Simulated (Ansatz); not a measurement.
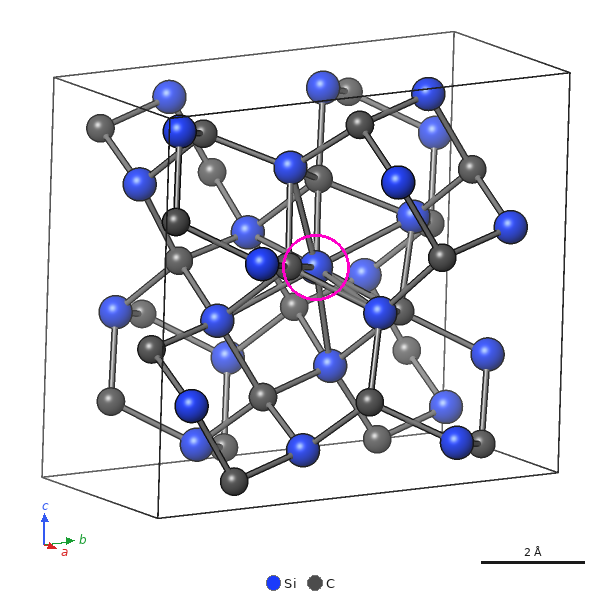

The structure above is drawn in ball-and-stick style and viewed slightly off an axis. Atoms at the boundary of the supercell (the box) are drawn once for each face, edge or corner they touch. The host is SiC, in a cell of 48 sites, and the cell carries a charge of +1. A ring marks the defect's site.

Question: Name the defect and give its surroundings.

Answer: An interstitial silicon atom. It is bonded to six Si and three C (about 2.3 Å to Si, 1.9 Å to C).

Level of theory and settings: DFT PBE, scalar-relativistic, plane waves, PAW (Ansatz 0.2.0), a basis cut at 420 eV, a 2×2×2 grid in reciprocal space, Gaussian smearing of 0.01 eV, collinear spins.

Question: Does the defect carry a magnetic moment?

Answer: Yes, 0.5 μB in the cell.

The atoms were relaxed in the host's cell with Ansatz 0.2.0, DFT PBE, scalar-relativistic, plane waves, PAW.
